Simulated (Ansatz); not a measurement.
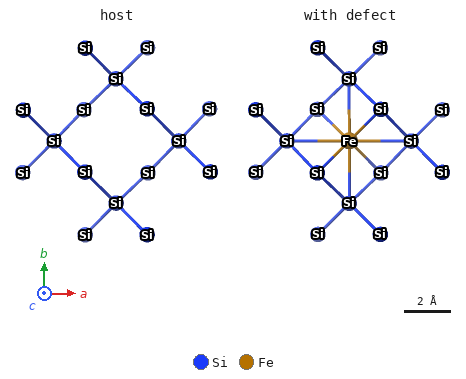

Left: perfect Si. Right: the same region with one point defect, after relaxing the atoms in a supercell of 128 sites. A ball-and-stick model of the atoms within 4.6 Å of one point, in a slice 5.0 Å thick across the line of sight, seen along the c axis.

Level of theory: DFT, PBEsol, PAW, plane waves in Ansatz. Set-up: plane-wave cutoff 420 eV; k-point mesh 1 × 1 × 1; mesh shifted by (0.25, 0.25, 0.25); collinear spin. Fermi-Dirac smearing of 0.01 eV. The axes drawn are those of the host's conventional cell.

**What kind of defect was made?**

An extra iron atom is put between the host's atoms (an interstitial).

The charge state of the cell is 0.

**How does the lattice respond?**

The Fe atom starts with 10 Si at 2.35 to 2.73 Å around its place and ends with 10 Si at 2.37 to 2.72 Å. Of the host's atoms, a silicon atom moves furthest from its site, by 0.07 Å. The cell's net moment is 2.00 μB. Relaxing the atoms from the host's sites lowers the energy by 1.10 eV.
